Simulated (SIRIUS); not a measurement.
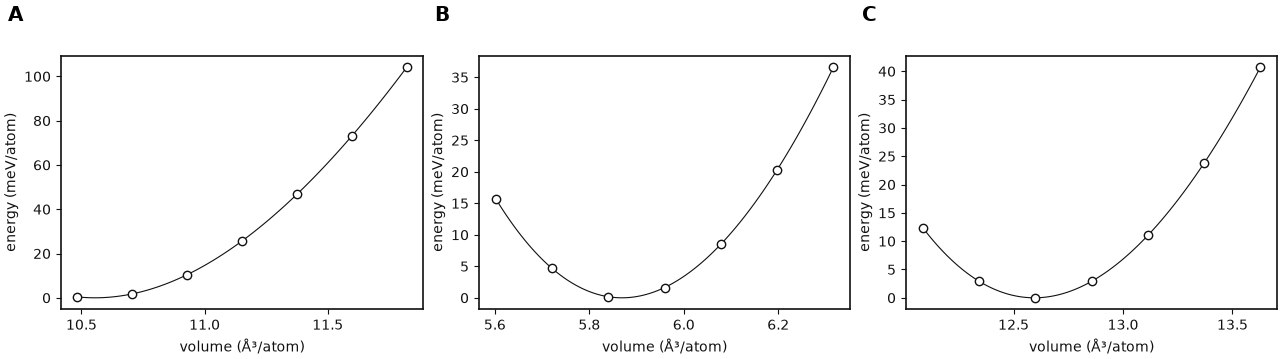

Each panel shows the energy against volume for one of these solids: BN, F-43m (No. 216); BaTiO₃, P4mm (No. 99); HfO₂, Fm-3m (No. 225).

How it was computed, with SIRIUS 7.12.0: plane-wave DFT, no spin polarisation; energies at scaled volumes of the given cell, shape and fractions fixed, counted from the fit's minimum, third-order Birch-Murnaghan fit. Level: PBEsol.

Match the panels to the solids.

A is HfO₂ (energy from 0 meV/atom to 104 meV/atom, V0 10.55 Å³/atom, B0 268 GPa); B is BN (energy from 0.17 meV/atom to 36.61 meV/atom, V0 5.869 Å³/atom, B0 385 GPa); C is BaTiO₃ (energy from 0.00 meV/atom to 40.74 meV/atom, V0 12.6 Å³/atom, B0 178 GPa).

For BaTiO₃, limits of the calculation: this release of the barium file is off; shape and atomic fractions are frozen while scaling, which makes layered, chain and framework solids too stiff.
